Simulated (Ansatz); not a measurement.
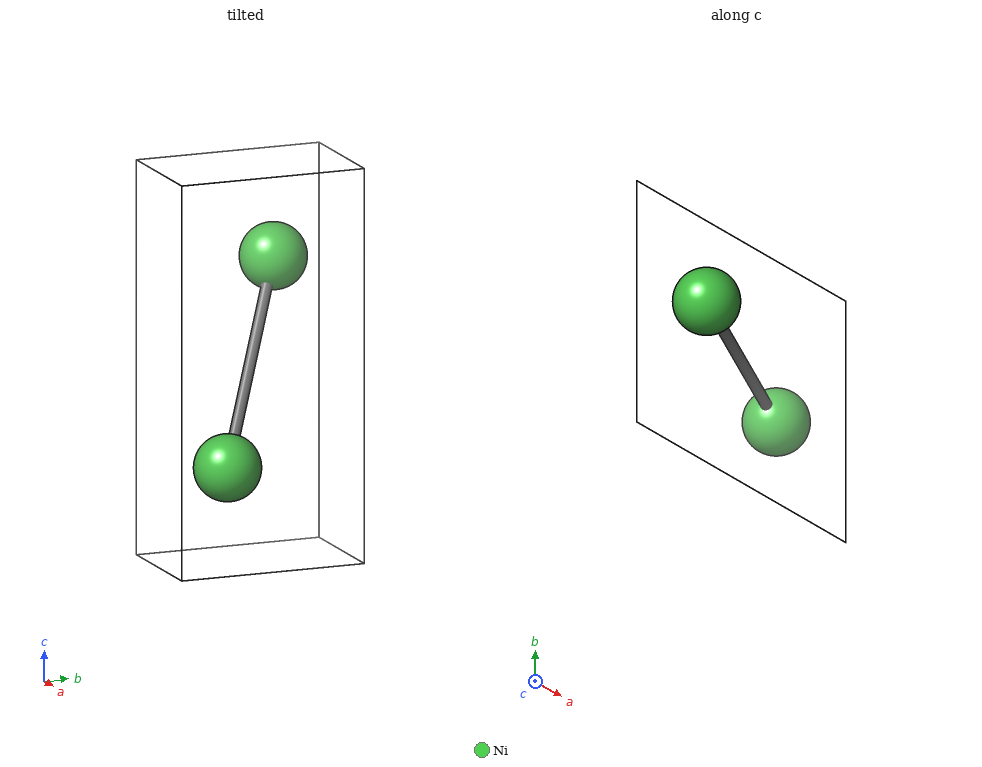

View slightly off an axis and along the c axis, drawn as a ball-and-stick model. Atoms at the boundary of the conventional unit cell (the box) are drawn once for each face, edge or corner they touch. Cell: a = 2.48 Å, b = 2.48 Å, c = 4.09 Å, α = 90.00°, β = 90.00°, γ = 120.00°.

Origin of the cell: a structure type filled with this element by a generator (whether the element takes this form wasn't checked). Earlier steps of the study may have refined or changed the cell and positions. It was the input of a calculation with Ansatz.

In words:

Answer. The element is nickel. It belongs to space group P6_3/mmc (No. 194) and has a primitive hexagonal lattice. Its structure type: hexagonal close-packed (Mg type). The cell holds two atoms. Ni is coordinated by twelve Ni in an anticuboctahedral arrangement at about 2.5 Å. The bonds build a three-dimensional framework.

Computed with DFT PBE, scalar-relativistic, plane waves, PAW (Ansatz 0.2.0). Settings: 420 eV cutoff, k-point mesh 20×20×10, Gaussian smearing of 0.05 eV, collinear spins.

Which atoms carry magnetic moments in this run, and how do they order?

Answer. The state reached is ferromagnetic. Sizes: Ni 0.7 μB; net moment 1.3 μB in the run's cell of 2 atoms.

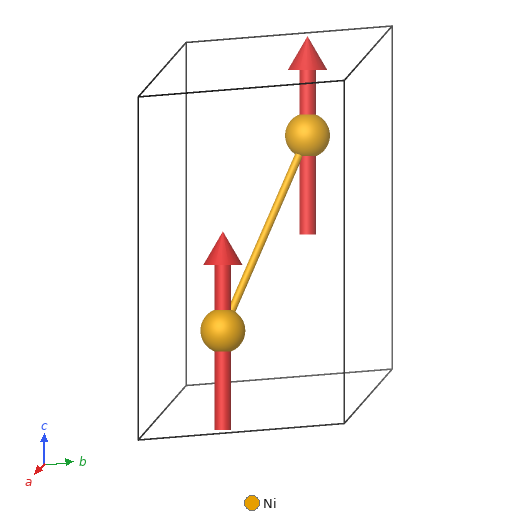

Site moments above 0.25 μB as arrows, small induced ones on non-metal atoms left out (red along the largest or up, blue against, purple across). The run's cell of 2 atoms is drawn.

Metal or not?

Answer. A metal: bands cross the Fermi level.

Is this an equilibrium geometry for the method given?

Answer. Yes. All forces vanish to within 0.01 eV/Å. The pressure is -0.1 GPa, close to zero.
